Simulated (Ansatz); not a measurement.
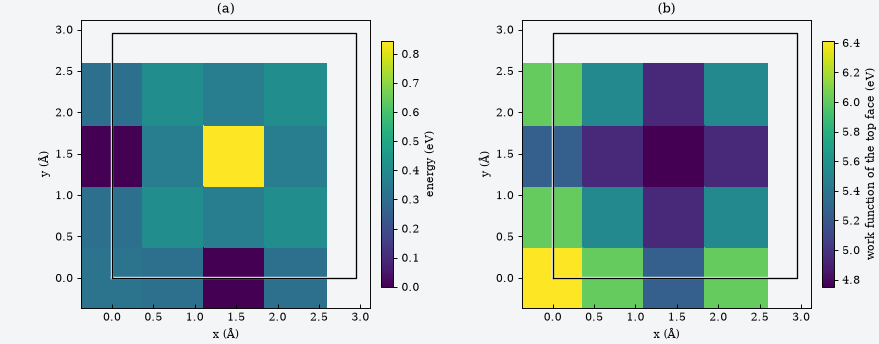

F on a Ta(100) slab cut from the Fm-3m phase (4 atoms of substrate and one adsorbate in a 1 × 1 cell). One F atom a 1 × 1 cell is placed over a mesh of places on the rigid (1 0 0) surface, and only its height is relaxed. Places are given modulo a cell vector. The map is drawn in real space over the plane of the surface. Grid: 4 × 4 points. Energies: eV, counted from the lowest grid point. With one adsorbate in each 1 × 1 cell, its nearest image is 3.0 Å away, so neighbouring adsorbates interact. Theory: DFT PBEsol, scalar-relativistic, plane waves, PAW (Ansatz).

Panel (a) is the energy and panel (b) the computed work function of the top face on the same grid.

In the figure: one coloured cell a grid point, the outline of one cell of the plane.

Question: How does the work function of the top face vary over the map, and what is it at the lowest grid point?

Answer: It runs from 4.75 eV at a fourfold hollow over a second-layer Ta atom, (2/4, 2/4) of the cell vectors to 6.41 eV at the top site over a surface Ta atom, (0/4, 0/4) of the cell vectors. At the lowest grid point, a bridge site between two Ta atoms, (0/4, 2/4) of the cell vectors, it is 5.25 eV.
